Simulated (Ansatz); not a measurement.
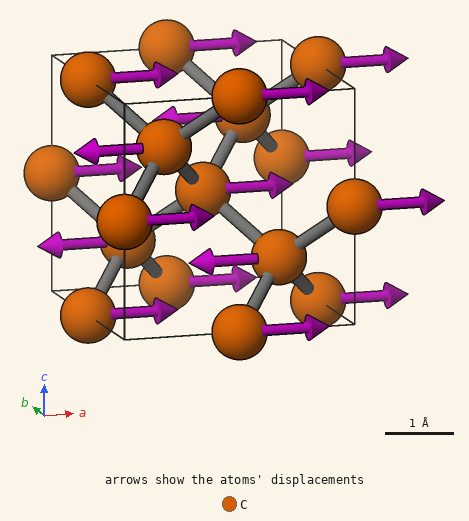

One vibrational mode of crystalline C at the zone centre of a doubled cell. The purple arrows are the displacements of the atoms (eigenvector over the root of the mass), of arbitrary overall length and sign. A ball-and-stick model of the conventional cell (2 times the calculation's cell), seen slightly off an axis. Lengths and directions refer to the drawn axes.

These are results of DFT r2SCAN, scalar-relativistic, plane waves, PAW (Ansatz), not measurements.

Input file:
```yaml
crystal:
  lattice:
    - [0.0, -1.7801417069, -1.7801417069]
    - [0.0, 1.7801417069, -1.7801417069]
    - [3.5602834138, 0.0, 0.0]
  atoms:
    - { symbol: C, position: [0.5, 0.5, 0.0] }
    - { symbol: C, position: [0.0, 0.0, 0.5] }
    - { symbol: C, position: [0.0, 0.5, 0.25] }
    - { symbol: C, position: [0.5, 0.0, 0.75] }
basis:
  ecutwfc: 500
kpoints:
  mp_grid: { grid: [10, 10, 6] }
hamiltonian:
  xc: r2scan
scf:
  occupations: { method: gaussian, width: 0.05 }
output:
  eigenvalues: true
phonons:
  method: fd
  supercell: [1, 1, 1]
  amplitude: 0.02
  eigenvectors: true
  dielectric: false
```

Launched with:
```bash
ansatz run input.yaml --threads 2 --pin off --max-ram 5120MiB --backend cpu --events-out ev --progress --plain --runs-dir out
```

Frequencies are those without the non-analytic (LO–TO) term.

### Describe the mode and give its frequency.

This is a triply degenerate mode (one member of the set is drawn) at 1324 cm⁻¹, the highest level (the three translations aside). All motion is along a; atoms of one kind move against one another, with no net shift of their sublattice. It repeats in both halves of the doubled cell: it is a zone-centre mode of the crystal.
